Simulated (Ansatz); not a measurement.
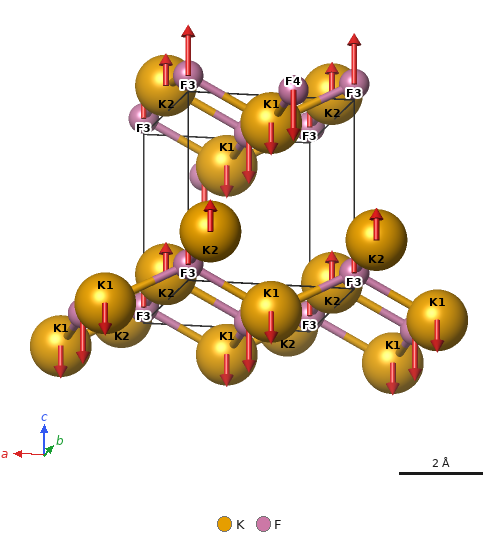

This is a relaxation of a crystal of KF (a generated structure, set up in Pmmn) (coarse preliminary run). The starting structure is drawn; red arrows show the displacements (the part carried along by the change of the cell is left out), 2 times their true length.

Style: ball-and-stick. Shown: the cell of the calculation, from a free direction.

Method: DFT PBE, scalar-relativistic, plane waves, PAW (Ansatz 0.2.0).

Input
```yaml
crystal:
  lattice:
    - [4.12860668, 0.0, 0.0]
    - [0.0, 4.78893983, 0.0]
    - [0.0, 0.0, 4.69155091]
  atoms:
    - { symbol: K, position: [0.5, 0.0, 0.85539628] }
    - { symbol: K, position: [0.0, 0.5, 0.14460372] }
    - { symbol: F, position: [0.0, 0.0, 0.08416195] }
    - { symbol: F, position: [0.5, 0.5, 0.91583805] }
basis:
  ecutwfc: 420
kpoints:
  mp_grid: { grid: [4, 4, 4] }
hamiltonian:
  xc: pbe
scf:
  occupations: { method: gaussian, width: 0.1 }
  lower_state_search: "off"
output:
  forces: true
  stress: true
  eigenvalues: true
relax:
  adjacent_minimum: "off"
  f_tol: 0.04
  max_steps: 70
  cell: { stress_tol: 0.4 }
```

Launched with:
```bash
ansatz run input.yaml --threads 1 --pin off --max-ram 2560MiB --backend cpu --events-out ev --progress --plain --runs-dir out
```

### Atoms of which element are displaced furthest, and by how much?

Fluorine: up to 0.64 Å, against 0.40 Å for potassium.

### What did the optimiser do to the structure, and how much energy did it gain?

Over 7 accepted moves (9 points after the start) the energy falls by 1.119 eV per cell of the calculation. Largest force component: 1.1 eV/Å at the start, 0.00094 eV/Å at the end. The pressure goes from 8.31 to 0.10 GPa. At 2 points the geometry stayed and the basis and grid were re-selected for the new cell (energy shift of 21.2 meV per cell of the calculation at most each time). The largest moves relative to the cell, 0.64 Å, are those of F3 and F4. F4 goes along −c. Largest moves by element: F 0.64 Å, K 0.40 Å. Cell: a 4.129 → 3.837 Å (−7.1 %), b 4.789 → 5.389 Å (+12.5 %), c 4.692 → 3.839 Å (−18.2 %). Volume −14.4 %. Some distances before and after: K1–F3 4.166 → 2.714 Å, K1–F3 (another image) 2.327 → 2.714 Å, K1–K2 3.440 → 3.824 Å, K1–F4 2.411 → 2.694 Å. New bonds form, among them: K1–F3 (4.17 → 2.71 Å), K2–F4 (4.17 → 2.71 Å). Among the angles between lasting bonds that change: K2–F4–K2 125.1° → 90.0°, F3–K1–F3 125.1° → 90.0°, F4–K1–F4 166.5° → 180.0°. Within 0.06 Å the space group is Pmmn at the start and Fm-3m at the end; at a tighter tolerance small leftover displacements or strains of the cell lower it.
